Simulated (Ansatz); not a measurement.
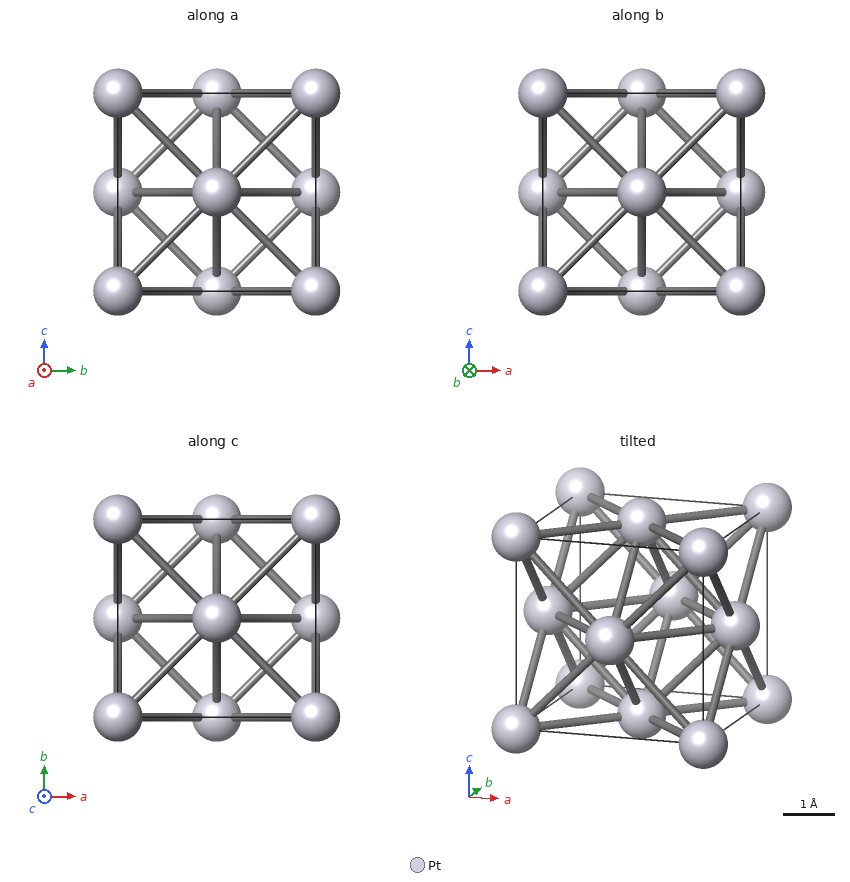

View along the a axis, along the b axis, along the c axis and slightly off an axis, drawn as a ball-and-stick model. The parallelepiped is the conventional unit cell.

Lattice parameters: a = 3.9176 Å, b = 3.9176 Å, c = 3.9176 Å, α = 90.000°, β = 90.000°, γ = 90.000°.

**Express the structure as a CIF with its space group and independent sites.**

```cif
data_structure
_symmetry_space_group_name_H-M 'F m -3 m'
_symmetry_Int_Tables_number 225
_cell_length_a 3.9176
_cell_length_b 3.9176
_cell_length_c 3.9176
_cell_angle_alpha 90.000
_cell_angle_beta 90.000
_cell_angle_gamma 90.000
_cell_volume 60.13
loop_
_atom_site_label
_atom_site_type_symbol
_atom_site_symmetry_multiplicity
_atom_site_Wyckoff_symbol
_atom_site_fract_x
_atom_site_fract_y
_atom_site_fract_z
_atom_site_occupancy
Pt1 Pt 4 a 0.0000 0.0000 0.0000 1
```

Its origin is the standard structure of this element. The cell was then strained or its atoms displaced on purpose. Ansatz was used for an electronic-structure calculation on it.
